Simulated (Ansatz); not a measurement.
Geometry relaxation, with input and output: ZrO (part 1 of 2)

ZrO (P4/nmm, 4 atoms in the cell), computed with DFT PBEsol, scalar-relativistic, plane waves, PAW, no spin polarisation (Ansatz 0.2.0).

The structure was made by swapping elements on the sites of another compound; it need not be a known phase. It belongs to a series of runs on one base structure; here: Sn -> Zr on all its sites, cell and atoms relaxed. Figures and captions count atoms from 1; the log counts them from 0 in places.

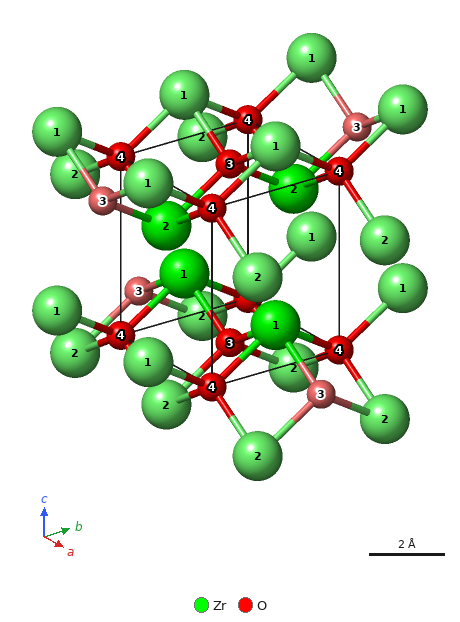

Fig. 1: The structure as given in the input (ball-and-stick view of the cell of the calculation, seen at an oblique angle; neighbours outside the cell are drawn fainter; atoms are numbered from 1 in the order of the input). Near neighbours in the crystal (not all of them lie inside the picture): Zr has 4 O at 2.47 Å; O has 4 Zr at 2.47 Å.

Input file
```yaml
crystal:
  lattice:
    - [4.229319173, 0.0, 0.0]
    - [0.0, 4.229319173, 0.0]
    - [0.0, 0.0, 5.283108072]
  atoms:
    - { symbol: Zr, position: [0.0, 0.5, 0.2423994222] }
    - { symbol: Zr, position: [0.5, 0.0, 0.7576005778] }
    - { symbol: O, position: [0.5, 0.5, 0.0] }
    - { symbol: O, position: [0.0, 0.0, 0.0] }
basis:
  ecutwfc: 420
kpoints:
  mp_grid: { grid: [6, 6, 4] }
hamiltonian:
  xc: pbesol
scf:
  occupations: { method: gaussian, width: 0.1 }
output:
  forces: true
  stress: true
  eigenvalues: true
relax:
  adjacent_minimum: "off"
  f_tol: 0.05
  max_steps: 60
  cell: { stress_tol: 0.5 }
```

Command:
```bash
ansatz run input.yaml --threads 1 --pin off --max-ram 2560MiB --backend cpu --events-out ev --progress --plain --runs-dir out
```

Output
```
Engine: ansatz 0.2.0, x86_64-unknown-linux-gnu
Pseudopotentials: kind: paw
Pseudopotential: Zr, paw, valence charge 12, recommended cutoff 420 eV (normal), Zr.paw.azcp
Pseudopotential: O, paw, valence charge 6, recommended cutoff 420 eV (normal), O.paw.azcp
Functional definition: PBEsol
  exchange = pbesol_x
  correlation = pbesol_c
Crystal: 4 atoms, lattice volume = 94.500 Å³
Basis set: ecut = 420 eV, 1805 PW (Γ), exchange–correlation on 60×60×72 points (8 copies of the dense FFT grid, shifted against one another)
Bands: 22, of which v1, the nominal top of the filled ones, is band 18 counted from 1 (17 counted from 0)
Symmetry: 16 space group operations
Space group: P4/nmm (ITA 129), of the structure as read, at distance tolerance 4.6e-5 Å
k-points: 30 of 144
Non-local potential: Zr, projectors of the file, l = 0: 3, l = 1: 2, l = 2: 2, l = 3: 2
Non-local potential: O, projectors of the file, l = 0: 2, l = 1: 2, l = 2: 1
PAW form: soft (Blöchl's): semilocal exchange-correlation on the pseudo side does not see the compensation charge
PAW frozen core: Zr, regenerated for the run's functional, and the local potential with it (the file was generated under x = pbe(κ = 0.804, μ = 0.2195149727645171), c = pbe(β = 0.06672455060314922))
PAW frozen core: O, regenerated for the run's functional, and the local potential with it (the file was generated under x = pbe(κ = 0.804, μ = 0.2195149727645171), c = pbe(β = 0.06672455060314922))
PAW one-centre angular grid: Zr, 590 points (default); XC on 64 Gauss nodes
PAW one-centre angular grid: O, 110 points (default); XC on 64 Gauss nodes
Initial density: superposition of atomic densities (neutral atoms: chi_scale 0, normalization atom), corrected by the library's trained network
Initial wavefunctions: pseudopotential atomic-orbital guess
Functional: x = pbesol(κ = 0.804, μ = 0.12345679012345678), c = pbesol(β = 0.046)
SCF iter   1: F=—  HF=-9378.957820 eV  |F-HF|=—  |Δ(HF+E_count)|=         —  Δρ=1.22e-2  dr2=1.52e-1  ethr=1.77e-3  ⟨swp⟩=4.1  Hψ=2533  notcnv=0
preconditioner: auto → Kerker (q_TF=auto, 2.323 Å⁻¹)  [metal: Δε(μ)=0.007 eV  Ē_g=4.147 eV  σ=0.100 eV  W_gap=0.04  n_scr=18 (ndim 8)  ℏωp=15.3 eV  f_vac=0.001  D(μ)=2.93/eV (n_scr^D=18)]
SCF iter   2: F=—  HF=-9378.928161 eV  |F-HF|=—  |Δ(HF+E_count)|=   2.97e-2  Δρ=5.08e-3  dr2=3.57e-2  ethr=4.23e-4  ⟨swp⟩=2.0  Hψ=1170  notcnv=0  defer=1
SCF iter   3: F=—  HF=-9378.921762 eV  |F-HF|=—  |Δ(HF+E_count)|=   6.40e-3  Δρ=2.83e-3  dr2=1.26e-2  ethr=9.92e-5  ⟨swp⟩=2.0  Hψ=885  notcnv=0  defer=1
SCF iter   4: F=—  HF=-9378.918915 eV  |F-HF|=—  |Δ(HF+E_count)|=   2.85e-3  Δρ=7.14e-4  dr2=6.89e-4  ethr=3.49e-5  ⟨swp⟩=2.6  Hψ=1097  notcnv=0  defer=1
SCF iter   5: F=—  HF=-9378.918915 eV  |F-HF|=—  |Δ(HF+E_count)|=   2.10e-7  Δρ=1.74e-4  dr2=3.98e-5  ethr=1.91e-6  ⟨swp⟩=2.8  Hψ=1134  notcnv=0  defer=1
SCF iter   6: F=—  HF=-9378.918823 eV  |F-HF|=—  |Δ(HF+E_count)|=   9.18e-5  Δρ=4.27e-5  dr2=2.17e-6  ethr=1.10e-7  ⟨swp⟩=2.3  Hψ=939  notcnv=0  defer=1
SCF iter   7: F=—  HF=-9378.918824 eV  |F-HF|=—  |Δ(HF+E_count)|=   8.30e-7  Δρ=1.24e-5  dr2=1.84e-7  ethr=6.04e-9  ⟨swp⟩=2.2  Hψ=1019  notcnv=0  defer=1
SCF iter   8: F=-9378.918824 eV  HF=-9378.918824 eV  |F-HF|=3.12e-9  |Δ(HF+E_count)|=   7.62e-8  Δρ=3.07e-6  dr2=1.42e-8  ethr=2.78e-10  ⟨swp⟩=4.1  Hψ=2067  notcnv=0
the search or the solves at the SCF's close seem to have found levels that the self-consistency loop had missed (the run counts 2). By its estimate they hold under 1e-12 electrons; where the run keeps them, the occupations were computed again with them
SCF 1 converged in 8 iterations: F = -9378.918824 eV  dr2 = 1.42e-8
  greatest PAW one-centre occupation: 0.996 electrons in one spin orbital (limit 2), on the Zr atom at site 1 (counted from 0), in its partial waves of l = 0
relax step   1: F+E_penalty+E_count = -9378.91882429 eV  Δ(F+E_penalty+E_count) = +0.000e0 eV  max|allowed force component| = 3.740e0 eV/Å  Δτ_max = 0.0000 Å  P = -29.959 GPa  Ω = 94.500 Å³  (8 SCF iters, dr2 threshold 1.00e-7 eV, accepted)
Crystal: 4 atoms, lattice volume = 82.707 Å³
Basis set: ecut = 420 eV, 1617 PW (Γ), exchange–correlation on 60×60×72 points (8 copies of the dense FFT grid, shifted against one another)
Initial density: handed on by an earlier stage of this run
Initial wavefunctions: those handed on with the density
iter 1 solved again at ethr=2.87e-4 eV; its pass at ethr=3.10e-3 eV (dr2=1.03e-1 eV) is discarded
SCF iter   1: F=—  HF=-9381.959060 eV  |F-HF|=—  |Δ(HF+E_count)|=         —  Δρ=1.49e-2  dr2=1.03e-1  ethr=2.87e-4  ⟨swp⟩=1.0  Hψ=4159  notcnv=0
preconditioner: auto → Kerker (q_TF=auto, 2.375 Å⁻¹)  [metal: Δε(μ)=0.019 eV  Ē_g=5.488 eV  σ=0.100 eV  W_gap=0.10  n_scr=18 (ndim 8)  ℏωp=16.3 eV  f_vac=0.000  D(μ)=2.99/eV (n_scr^D=28)]
SCF iter   2: F=—  HF=-9381.939614 eV  |F-HF|=—  |Δ(HF+E_count)|=   1.94e-2  Δρ=7.45e-3  dr2=3.26e-2  ethr=2.86e-4  ⟨swp⟩=2.4  Hψ=979  notcnv=0
SCF iter   3: F=—  HF=-9381.935120 eV  |F-HF|=—  |Δ(HF+E_count)|=   4.49e-3  Δρ=3.58e-3  dr2=8.62e-3  ethr=9.06e-5  ⟨swp⟩=2.0  Hψ=903  notcnv=0
SCF iter   4: F=—  HF=-9381.933877 eV  |F-HF|=—  |Δ(HF+E_count)|=   1.24e-3  Δρ=8.92e-4  dr2=1.37e-3  ethr=2.39e-5  ⟨swp⟩=2.0  Hψ=906  notcnv=0
SCF iter   5: F=—  HF=-9381.933749 eV  |F-HF|=—  |Δ(HF+E_count)|=   1.28e-4  Δρ=1.90e-4  dr2=1.03e-4  ethr=3.82e-6  ⟨swp⟩=2.0  Hψ=722  notcnv=0
SCF iter   6: F=—  HF=-9381.933709 eV  |F-HF|=—  |Δ(HF+E_count)|=   4.04e-5  Δρ=4.43e-5  dr2=3.16e-6  ethr=2.87e-7  ⟨swp⟩=2.2  Hψ=873  notcnv=0
SCF iter   7: F=-9381.933708 eV  HF=-9381.933709 eV  |F-HF|=1.75e-8  |Δ(HF+E_count)|=   3.32e-7  Δρ=9.48e-6  dr2=1.07e-7  ethr=1.11e-9  ⟨swp⟩=6.1  Hψ=2858  notcnv=0
the search or the solves at the SCF's close seem to have found levels that the self-consistency loop had missed (the run counts 1). By its estimate they hold under 1e-12 electrons; where the run keeps them, the occupations were computed again with them
SCF 2 converged in 7 iterations: F = -9381.933708 eV  dr2 = 1.07e-7
relax step   2: F+E_penalty+E_count = -9381.93370850 eV  Δ(F+E_penalty+E_count) = -3.015e0 eV  max|allowed force component| = 1.340e0 eV/Å  Δτ_max = 0.1732 Å  P = -23.041 GPa  Ω = 82.707 Å³  energy of the carried Pulay correction = +2.301e-2 eV  (7 SCF iters, dr2 threshold 4.00e-7 eV, accepted)
Crystal: 4 atoms, lattice volume = 71.913 Å³
Basis set: ecut = 420 eV, 1417 PW (Γ), exchange–correlation on 60×60×72 points (8 copies of the dense FFT grid, shifted against one another)
iter 1 solved again at ethr=1.31e-4 eV; its pass at ethr=3.10e-3 eV (dr2=4.71e-2 eV) is discarded
SCF iter   1: F=—  HF=-9383.228843 eV  |F-HF|=—  |Δ(HF+E_count)|=         —  Δρ=8.72e-3  dr2=4.63e-2  ethr=1.31e-4  ⟨swp⟩=1.1  Hψ=3805  notcnv=0
preconditioner: auto → Kerker (q_TF=auto, 2.431 Å⁻¹)  [metal: Δε(μ)=0.049 eV  Ē_g=6.409 eV  σ=0.100 eV  W_gap=0.27  n_scr=18 (ndim 8)  ℏωp=17.5 eV  f_vac=0.000  D(μ)=2.93/eV (n_scr^D=28)]
SCF iter   2: F=—  HF=-9383.219788 eV  |F-HF|=—  |Δ(HF+E_count)|=   9.05e-3  Δρ=3.63e-3  dr2=1.91e-2  ethr=1.29e-4  ⟨swp⟩=2.0  Hψ=879  notcnv=0
SCF iter   3: F=—  HF=-9383.216670 eV  |F-HF|=—  |Δ(HF+E_count)|=   3.12e-3  Δρ=2.19e-3  dr2=7.07e-3  ethr=5.30e-5  ⟨swp⟩=1.7  Hψ=797  notcnv=0
SCF iter   4: F=—  HF=-9383.214876 eV  |F-HF|=—  |Δ(HF+E_count)|=   1.79e-3  Δρ=5.30e-4  dr2=4.89e-4  ethr=1.96e-5  ⟨swp⟩=2.4  Hψ=1019  notcnv=0
SCF iter   5: F=—  HF=-9383.214770 eV  |F-HF|=—  |Δ(HF+E_count)|=   1.06e-4  Δρ=9.25e-5  dr2=4.59e-6  ethr=1.36e-6  ⟨swp⟩=2.1  Hψ=885  notcnv=0
SCF iter   6: F=—  HF=-9383.214772 eV  |F-HF|=—  |Δ(HF+E_count)|=   2.11e-6  Δρ=1.91e-5  dr2=3.38e-7  ethr=1.11e-9  ⟨swp⟩=4.1  Hψ=3310  notcnv=0
SCF iter   7: F=-9383.214772 eV  HF=-9383.214772 eV  |F-HF|=3.51e-10  |Δ(HF+E_count)|=   2.01e-9  Δρ=4.43e-6  dr2=1.57e-8  ethr=9.39e-10  ⟨swp⟩=2.1  Hψ=2238  notcnv=0
SCF 3 converged in 7 iterations: F = -9383.214772 eV  dr2 = 1.57e-8
relax step   3: F+E_penalty+E_count = -9383.21477221 eV  Δ(F+E_penalty+E_count) = -1.281e0 eV  max|allowed force component| = 6.533e-1 eV/Å  Δτ_max = 0.0234 Å  P = -10.725 GPa  Ω = 71.913 Å³  energy of the carried Pulay correction = +4.694e-2 eV  (7 SCF iters, dr2 threshold 4.00e-7 eV, accepted)
Crystal: 4 atoms, lattice volume = 62.886 Å³
Basis set: ecut = 420 eV, 1215 PW (Γ), exchange–correlation on 60×60×72 points (8 copies of the dense FFT grid, shifted against one another)
iter 1 solved again at ethr=4.27e-4 eV; its pass at ethr=3.10e-3 eV (dr2=1.54e-1 eV) is discarded
SCF iter   1: F=—  HF=-9383.738813 eV  |F-HF|=—  |Δ(HF+E_count)|=         —  Δρ=1.22e-2  dr2=1.56e-1  ethr=4.27e-4  ⟨swp⟩=1.0  Hψ=3951  notcnv=0
preconditioner: auto → Kerker (q_TF=auto, 2.486 Å⁻¹)  [metal: Δε(μ)=0.034 eV  Ē_g=9.463 eV  σ=0.100 eV  W_gap=0.19  n_scr=18 (ndim 8)  ℏωp=20.9 eV  f_vac=0.000  D(μ)=1.69/eV (n_scr^D=14)]
SCF iter   2: F=—  HF=-9383.717139 eV  |F-HF|=—  |Δ(HF+E_count)|=   2.17e-2  Δρ=7.28e-3  dr2=7.03e-2  ethr=4.27e-4  ⟨swp⟩=1.0  Hψ=660  notcnv=0
SCF iter   3: F=—  HF=-9383.698703 eV  |F-HF|=—  |Δ(HF+E_count)|=   1.84e-2  Δρ=4.25e-3  dr2=1.80e-2  ethr=1.95e-4  ⟨swp⟩=2.2  Hψ=1045  notcnv=0
SCF iter   4: F=—  HF=-9383.694254 eV  |F-HF|=—  |Δ(HF+E_count)|=   4.45e-3  Δρ=1.60e-3  dr2=1.07e-3  ethr=5.01e-5  ⟨swp⟩=1.9  Hψ=1054  notcnv=0  defer=1
SCF iter   5: F=—  HF=-9383.694051 eV  |F-HF|=—  |Δ(HF+E_count)|=   2.04e-4  Δρ=2.17e-4  dr2=1.66e-5  ethr=2.97e-6  ⟨swp⟩=2.5  Hψ=983  notcnv=0  defer=1
SCF iter   6: F=—  HF=-9383.694059 eV  |F-HF|=—  |Δ(HF+E_count)|=   8.57e-6  Δρ=4.36e-5  dr2=9.65e-7  ethr=4.62e-8  ⟨swp⟩=2.3  Hψ=1162  notcnv=0  defer=1
SCF iter   7: F=-9383.694059 eV  HF=-9383.694059 eV  |F-HF|=1.41e-8  |Δ(HF+E_count)|=   2.06e-7  Δρ=9.10e-6  dr2=5.63e-8  ethr=1.11e-9  ⟨swp⟩=5.4  Hψ=2934  notcnv=0
SCF 4 converged in 7 iterations: F = -9383.694059 eV  dr2 = 5.63e-8
relax step   4: F+E_penalty+E_count = -9383.69405941 eV  Δ(F+E_penalty+E_count) = -4.793e-1 eV  max|allowed force component| = 7.196e-3 eV/Å  Δτ_max = 0.1327 Å  P = -0.843 GPa  Ω = 62.886 Å³  energy of the carried Pulay correction = +6.948e-2 eV  (7 SCF iters, dr2 threshold 4.00e-7 eV, accepted)
Crystal: 4 atoms, lattice volume = 61.987 Å³
Basis set: ecut = 420 eV, 1181 PW (Γ), exchange–correlation on 60×60×72 points (8 copies of the dense FFT grid, shifted against one another)
iter 1 solved again at ethr=2.54e-5 eV; its pass at ethr=3.10e-3 eV (dr2=9.15e-3 eV) is discarded
SCF iter   1: F=—  HF=-9383.726664 eV  |F-HF|=—  |Δ(HF+E_count)|=         —  Δρ=3.75e-3  dr2=9.23e-3  ethr=2.54e-5  ⟨swp⟩=1.8  Hψ=3901  notcnv=0
preconditioner: auto → Kerker (q_TF=auto, 2.492 Å⁻¹)  [metal: Δε(μ)=0.071 eV  Ē_g=9.675 eV  σ=0.100 eV  W_gap=0.38  n_scr=18 (ndim 8)  ℏωp=21.1 eV  f_vac=0.000  D(μ)=2.42/eV (n_scr^D=20)]
SCF iter   2: F=—  HF=-9383.725064 eV  |F-HF|=—  |Δ(HF+E_count)|=   1.60e-3  Δρ=1.95e-3  dr2=4.10e-3  ethr=2.54e-5  ⟨swp⟩=2.0  Hψ=979  notcnv=0
SCF iter   3: F=—  HF=-9383.724157 eV  |F-HF|=—  |Δ(HF+E_count)|=   9.07e-4  Δρ=1.06e-3  dr2=7.57e-4  ethr=1.14e-5  ⟨swp⟩=2.3  Hψ=996  notcnv=0
SCF iter   4: F=—  HF=-9383.723940 eV  |F-HF|=—  |Δ(HF+E_count)|=   2.17e-4  Δρ=3.14e-4  dr2=1.23e-4  ethr=2.10e-6  ⟨swp⟩=2.0  Hψ=958  notcnv=0
SCF iter   5: F=—  HF=-9383.723908 eV  |F-HF|=—  |Δ(HF+E_count)|=   3.18e-5  Δρ=6.13e-5  dr2=1.75e-6  ethr=3.41e-7  ⟨swp⟩=2.1  Hψ=907  notcnv=0
SCF iter   6: F=-9383.723908 eV  HF=-9383.723908 eV  |F-HF|=6.94e-9  |Δ(HF+E_count)|=   1.14e-7  Δρ=9.81e-6  dr2=5.39e-8  ethr=1.11e-9  ⟨swp⟩=5.9  Hψ=3022  notcnv=0
the search or the solves at the SCF's close seem to have found levels that the self-consistency loop had missed (the run counts 1). By its estimate they hold under 1e-12 electrons; where the run keeps them, the occupations were computed again with them
SCF 5 converged in 6 iterations: F = -9383.723908 eV  dr2 = 5.39e-8
relax step   5: F+E_penalty+E_count = -9383.72390795 eV  Δ(F+E_penalty+E_count) = -2.985e-2 eV  max|allowed force component| = 5.770e-1 eV/Å  Δτ_max = 0.0034 Å  P = +2.577 GPa  Ω = 61.987 Å³  energy of the carried Pulay correction = +7.187e-2 eV  (6 SCF iters, dr2 threshold 4.00e-7 eV, accepted)
Crystal: 4 atoms, lattice volume = 62.222 Å³
Basis set: ecut = 420 eV, 1189 PW (Γ), exchange–correlation on 60×60×72 points (8 copies of the dense FFT grid, shifted against one another)
iter 1 solved again at ethr=1.71e-5 eV; its pass at ethr=3.10e-3 eV (dr2=6.15e-3 eV) is discarded
SCF iter   1: F=—  HF=-9383.737766 eV  |F-HF|=—  |Δ(HF+E_count)|=         —  Δρ=3.41e-3  dr2=5.51e-3  ethr=1.71e-5  ⟨swp⟩=2.1  Hψ=3331  notcnv=0
preconditioner: auto → Kerker (q_TF=auto, 2.490 Å⁻¹)  [metal: Δε(μ)=0.026 eV  Ē_g=9.510 eV  σ=0.100 eV  W_gap=0.15  n_scr=18 (ndim 8)  ℏωp=21.1 eV  f_vac=0.000  D(μ)=2.43/eV (n_scr^D=20)]
SCF iter   2: F=—  HF=-9383.736663 eV  |F-HF|=—  |Δ(HF+E_count)|=   1.10e-3  Δρ=1.22e-3  dr2=6.33e-4  ethr=1.53e-5  ⟨swp⟩=2.0  Hψ=915  notcnv=0
SCF iter   3: F=—  HF=-9383.736541 eV  |F-HF|=—  |Δ(HF+E_count)|=   1.22e-4  Δρ=5.95e-4  dr2=2.12e-4  ethr=1.76e-6  ⟨swp⟩=1.8  Hψ=711  notcnv=0
SCF iter   4: F=—  HF=-9383.736487 eV  |F-HF|=—  |Δ(HF+E_count)|=   5.34e-5  Δρ=1.01e-4  dr2=8.60e-6  ethr=5.88e-7  ⟨swp⟩=2.9  Hψ=1125  notcnv=0
SCF iter   5: F=—  HF=-9383.736485 eV  |F-HF|=—  |Δ(HF+E_count)|=   2.28e-6  Δρ=2.98e-5  dr2=8.87e-7  ethr=2.39e-8  ⟨swp⟩=2.9  Hψ=1000  notcnv=0
SCF iter   6: F=-9383.736485 eV  HF=-9383.736485 eV  |F-HF|=1.88e-8  |Δ(HF+E_count)|=   1.37e-7  Δρ=9.12e-6  dr2=3.90e-8  ethr=1.11e-9  ⟨swp⟩=5.1  Hψ=2701  notcnv=0
SCF 6 converged in 6 iterations: F = -9383.736485 eV  dr2 = 3.90e-8
relax step   6: F+E_penalty+E_count = -9383.73648504 eV  Δ(F+E_penalty+E_count) = -1.258e-2 eV  max|allowed force component| = 5.008e-2 eV/Å  Δτ_max = 0.0235 Å  P = +0.226 GPa  Ω = 62.222 Å³  energy of the carried Pulay correction = +7.124e-2 eV  (6 SCF iters, dr2 threshold 4.00e-7 eV, accepted)
Crystal: 4 atoms, lattice volume = 62.476 Å³
Basis set: ecut = 420 eV, 1201 PW (Γ), exchange–correlation on 60×60×72 points (8 copies of the dense FFT grid, shifted against one another)
iter 1 solved again at ethr=6.14e-7 eV; its pass at ethr=3.10e-3 eV (dr2=2.21e-4 eV) is discarded
SCF iter   1: F=—  HF=-9383.736095 eV  |F-HF|=—  |Δ(HF+E_count)|=         —  Δρ=4.90e-4  dr2=2.15e-4  ethr=6.14e-7  ⟨swp⟩=2.6  Hψ=3526  notcnv=0
preconditioner: auto → Kerker (q_TF=auto, 2.489 Å⁻¹)  [metal: Δε(μ)=0.031 eV  Ē_g=9.543 eV  σ=0.100 eV  W_gap=0.17  n_scr=18 (ndim 8)  ℏωp=21.0 eV  f_vac=0.000  D(μ)=2.49/eV (n_scr^D=20)]
SCF iter   2: F=—  HF=-9383.736060 eV  |F-HF|=—  |Δ(HF+E_count)|=   3.48e-5  Δρ=2.46e-4  dr2=6.66e-5  ethr=5.96e-7  ⟨swp⟩=2.2  Hψ=821  notcnv=0
SCF iter   3: F=—  HF=-9383.736049 eV  |F-HF|=—  |Δ(HF+E_count)|=   1.13e-5  Δρ=1.14e-4  dr2=2.44e-5  ethr=1.85e-7  ⟨swp⟩=2.4  Hψ=936  notcnv=0
SCF iter   4: F=—  HF=-9383.736043 eV  |F-HF|=—  |Δ(HF+E_count)|=   6.56e-6  Δρ=4.98e-5  dr2=1.60e-6  ethr=6.78e-8  ⟨swp⟩=2.0  Hψ=886  notcnv=0
SCF iter   5: F=-9383.736042 eV  HF=-9383.736042 eV  |F-HF|=1.37e-9  |Δ(HF+E_count)|=   4.39e-7  Δρ=7.89e-6  dr2=2.89e-8  ethr=4.35e-10  ⟨swp⟩=3.0  Hψ=2796  notcnv=0
SCF 7 converged in 5 iterations: F = -9383.736042 eV  dr2 = 2.89e-8
relax step   7: F+E_penalty+E_count = -9383.73604215 eV  Δ(F+E_penalty+E_count) = +4.429e-4 eV  max|allowed force component| = 1.026e-2 eV/Å  Δτ_max = 0.0046 Å  P = -0.148 GPa  Ω = 62.476 Å³  energy of the carried Pulay correction = +7.057e-2 eV  (5 SCF iters, dr2 threshold 1.57e-7 eV, accepted)
Basis set: ecut = 420 eV, 1201 PW (Γ), exchange–correlation on 50×50×72 points (8 copies of the dense FFT grid, shifted against one another)
Initial wavefunctions: pseudopotential atomic-orbital guess (no wavefunctions were taken with the density)
iter 1 solved again at ethr=1.02e-7 eV; its pass at ethr=3.10e-3 eV (dr2=3.67e-5 eV) is discarded
```
